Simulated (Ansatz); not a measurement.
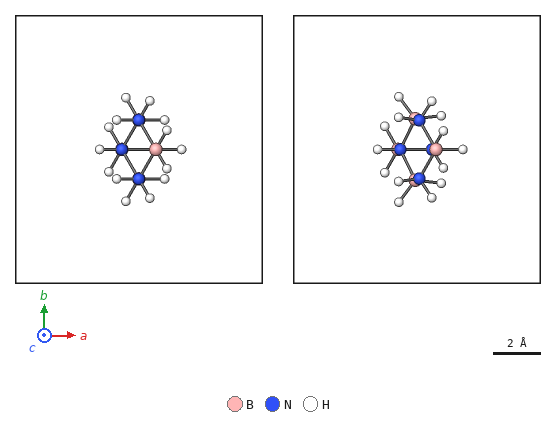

Two geometries of a wire of composition B2H7N2, drawn at one scale. One is the start of a relaxation, the other its converged end. A ball-and-stick model of the cell of the calculation, with the vacuum cut short, seen along the c axis.

Method: DFT PBE, scalar-relativistic, plane waves, PAW in Ansatz. Set-up: plane-wave cutoff 420 eV; k-point mesh 1 × 1 × 6; occupations gaussian; smearing width 0.05 eV; no spin polarisation; cell relaxed at fixed a, b, alpha, beta, gamma; force threshold 0.02 eV/Å; at most 45 steps.

Which geometry has the lower energy?

The right one is the relaxed one. Case: wire along [1 1 1], 8 atoms a period, capped with H. The largest moves relative to the centre of the atoms, 0.25 Å, are those of H atoms. By element the largest moves are H 0.25 Å, N 0.12 Å, B 0.09 Å. Along the periodic axis the drawn cell goes c 6.278 → 6.448 Å (+2.7 %). Among the contacts that change: B–N 1.570 → 1.611 Å, B–H 1.190 → 1.223 Å, B–N 1.570 → 1.586 Å, H–N 1.020 → 1.025 Å. Among the angles between lasting bonds that change: B–N–B 109.5° → 117.9°, B–N–B 109.5° → 116.9°, B–N–H 109.5° → 102.5°. After 6 accepted moves (8 points after the start) the energy has fallen by 0.466 eV per cell of the calculation. The largest force component goes from 0.95 to 0.0088 eV/Å. The SCF was repeated twice at an unchanged geometry on a basis and grid sized afresh for the cell, which shifted the energy by 16.5 meV per cell of the calculation at most.
